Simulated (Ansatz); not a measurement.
Input of the run:

```
crystal:
  lattice:
    - [2.9604450465, 0.0, 0.0]
    - [-1.4802225233, 2.5638206168, 0.0]
    - [0.0, 0.0, 11.643358038]
  atoms:
    - { symbol: Cd, position: [0.0, 0.0, 0.0] }
    - { symbol: Cd, position: [0.3333333333, 0.6666666667, 0.25] }
    - { symbol: Cd, position: [0.0, 0.0, 0.5] }
    - { symbol: Cd, position: [0.6666666667, 0.3333333333, 0.75] }
basis:
  ecutwfc: 500
kpoints:
  mp_grid: { grid: [15, 15, 4] }
  band_path:
    path:
      - [[0.0, 0.0, 0.0], [0.5, 0.0, 0.0], [0.33333333, 0.33333333, 0.0], [0.0, 0.0, 0.0], [0.0, 0.0, 0.5], [0.5, 0.0, 0.5], [0.33333333, 0.33333333, 0.5], [0.0, 0.0, 0.5]]
      - [[0.5, 0.0, 0.5], [0.5, 0.0, 0.0]]
      - [[0.33333333, 0.33333333, 0.5], [0.33333333, 0.33333333, 0.0]]
    npoints: 14
hamiltonian:
  xc: r2scan
scf:
  occupations: { method: gaussian, width: 0.1 }
  n_extra_bands: 10
output:
  forces: true
  stress: true
  eigenvalues: true
  populations: true
  dos: { projected: true, de: 0.02, nscf_kmesh: { grid: [23, 23, 6] } }
  bader: true
  write_density: true
  write_potential: true
  elf: true
  volumetric_format: npy
```

Launched with:
```bash
ansatz run input.yaml --threads 1 --pin off --max-ram 2560MiB --backend cpu --events-out ev --progress --plain --runs-dir out
```

Predict the main features of the band structure and density of states. The path is Γ–M–K–Γ–A–L–H–A|L–M|H–K.

A metal: 6 bands cross the Fermi level along this path. Bands cross the Fermi level on Γ–M, M–K, K–Γ, Γ–A, A–L, L–H and H–A, and not on L–M and H–K. The density of states at the Fermi level is about 0.9 per eV and cell (mean within 0.25 eV), or 0.22 per atom.

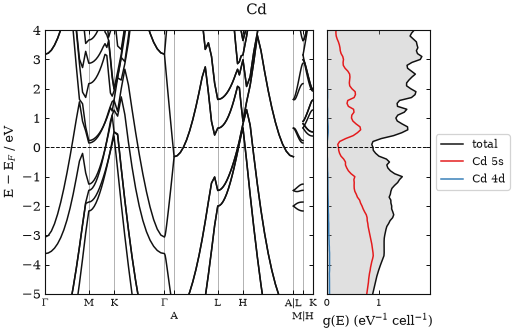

Band structure and density of states. Energies are counted from the Fermi level. The partial curves are projected on Löwdin-orthogonalised atomic shells; they sum to less than the total at higher energies, where shells without a projector contribute.
